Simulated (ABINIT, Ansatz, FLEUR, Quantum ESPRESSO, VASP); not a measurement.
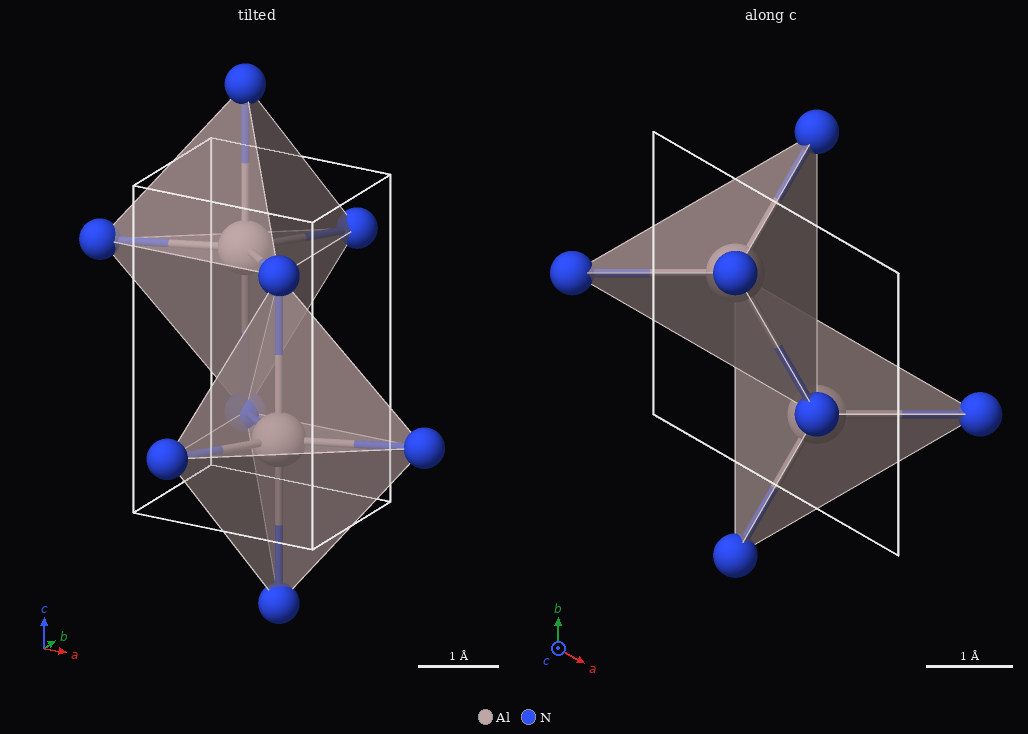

AlN, space group P6₃/mmc (No. 194), a = 3.312 Å, b = 3.312 Å, c = 4.188 Å, α = 90.00°, β = 90.00°, γ = 120.00°. The image is a polyhedral drawing of a crystal, viewed slightly off an axis and along the c axis. The wireframe shows the conventional unit cell. A few atoms beyond the faces are included. The cell is a structure listed in the Materials Project. Other forms of this composition are known.

One fixed geometry in five programs or potential sets. Alike in all runs: functional PBE; k mesh 9 × 9 × 7 on the run's cell of 4 atoms; occupations fermi-dirac, width 0.05 eV; no spin polarisation; no spin-orbit coupling. A dash marks a pressure that wasn't computed or isn't reliable.

```tsv
program	gap (eV)	pressure (GPa)
VASP (PBE potentials, release 64 Al, N)	3.27	0.0
Ansatz LAPW (all-electron)	?	?
Quantum ESPRESSO (SSSP 1.3 efficiency)	3.27	0.3
FLEUR (all-electron)	3.27	-
ABINIT (JTH PAW PBE v2.0)	3.26	0.5
```

### What does Ansatz LAPW (all-electron) give?

A gap of 3.27 eV and a pressure of 0.3 GPa. The other rows span 3.26 to 3.27 eV and 0.0 to 0.5 GPa.

### Is this cell larger or smaller than the equilibrium cell of this functional?

The pressures reach from 0.0 to 0.5 GPa, across zero or close to it, so the programs don't settle the sign.

Gaps are the least found on the k-mesh; a mesh with odd divisions misses some points on the zone boundary, so where the band edges lie there the true gap is smaller. Plane-wave pressures hold the error of each finite cutoff.
